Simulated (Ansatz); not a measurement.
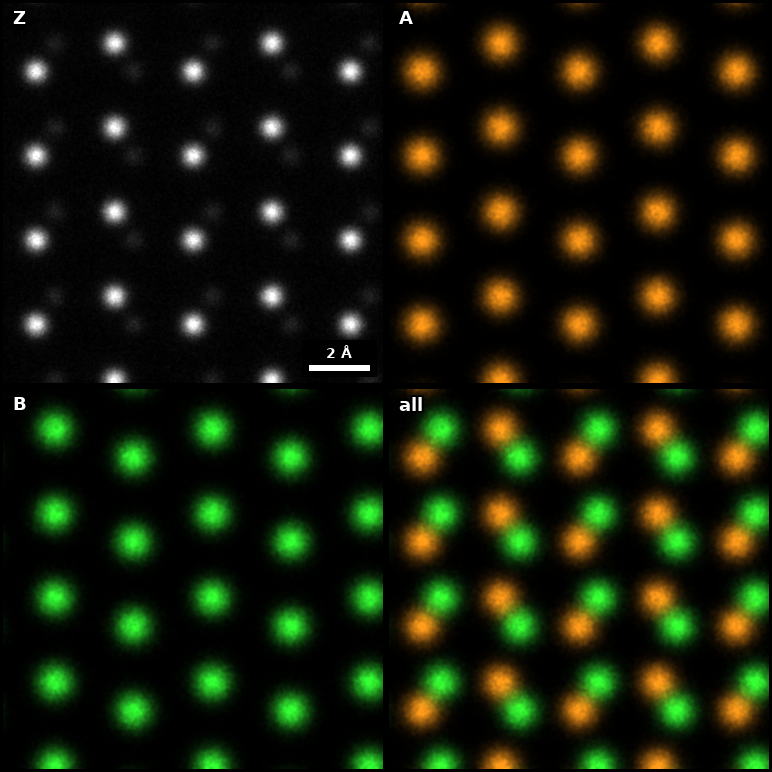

ZnO (P6_3mc, No. 186) along [100]. Panel Z: Simulated incoherent Z contrast: every atom adds Z^1.7 spread by a probe of 0.55 Å full width; channelling and multiple scattering are left out. The probe carries 15 % of its weight in a tail 2.5 times as wide. Shot noise was added. The other panels are simulated element maps (the number of atoms of one element along the beam, blurred by 0.9 Å, with counting noise; each on its own scale, no channelling); the last overlays them. Model: a calculation's starting geometry.

Space group P6_3mc (No. 186). a = 3.279 Å, b = 3.279 Å, c = 5.293 Å, α = 90.00°, β = 90.00°, γ = 120.00°
| atom | site | symmetry | x | y | z |
| --- | --- | --- | --- | --- | --- |
| Zn | 2b | 3m. | 0.6667 | 0.3333 | 0.4994 |
| O | 2b | 3m. | 0.6667 | 0.3333 | 0.1203 |

**Which element does each lettered map show?**

A: Zn, B: O. The projected cell (2.84 × 5.29 Å, 90°) holds 4 columns: 2 of Zn and 2 of O. No column is shared by two of the mapped elements.
